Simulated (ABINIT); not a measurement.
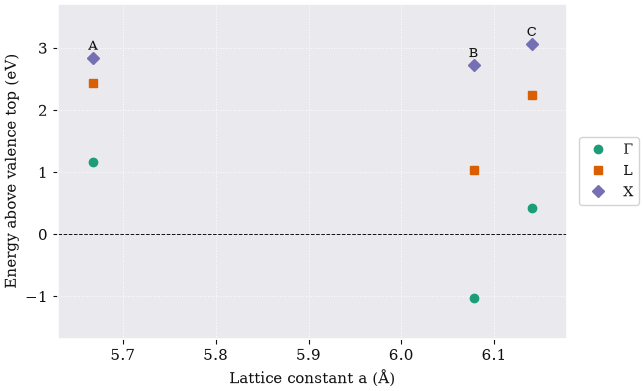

Lowest conduction level at each named k point, counted from the valence-band top at Γ, for three zincblende crystals against the lattice constant, each in its database cell. A negative value at Γ means that the s-like level, then filled, lies under the p-like triplet: the bands are inverted and there is no gap. All by ABINIT with PBEsol, without spin-orbit coupling, no moments; potentials: JTH PAW PBE v2.0.

> Which letter is which compound? They are CdSe, ZnSe and HgSe.

A is ZnSe; B is HgSe; C is CdSe.

> How does the value at Γ change from Zn to Hg?

ZnSe 1.17, CdSe 0.42 and HgSe −1.03 eV: it falls at each step to the heavier element.

| compound | a (Å) | k mesh | Γ (eV) | L (eV) | X (eV) |
| --- | --- | --- | --- | --- | --- |
| ZnSe | 5.668 | 10×10×10 | 1.17 | 2.44 | 2.84 |
| HgSe | 6.078 | 10×10×10 | −1.03 | 1.03 | 2.72 |
| CdSe | 6.141 | 10×10×10 | 0.42 | 2.24 | 3.06 |

The PAW data sets were made with another functional. Spin-orbit coupling is left out, which matters for Hg and Se. LDA, GGA and most meta-GGA functionals understate gaps. The usual form of CdSe is wurtzite, though both occur. The cells are as the databases list them, so they lie at different pressures for this functional.
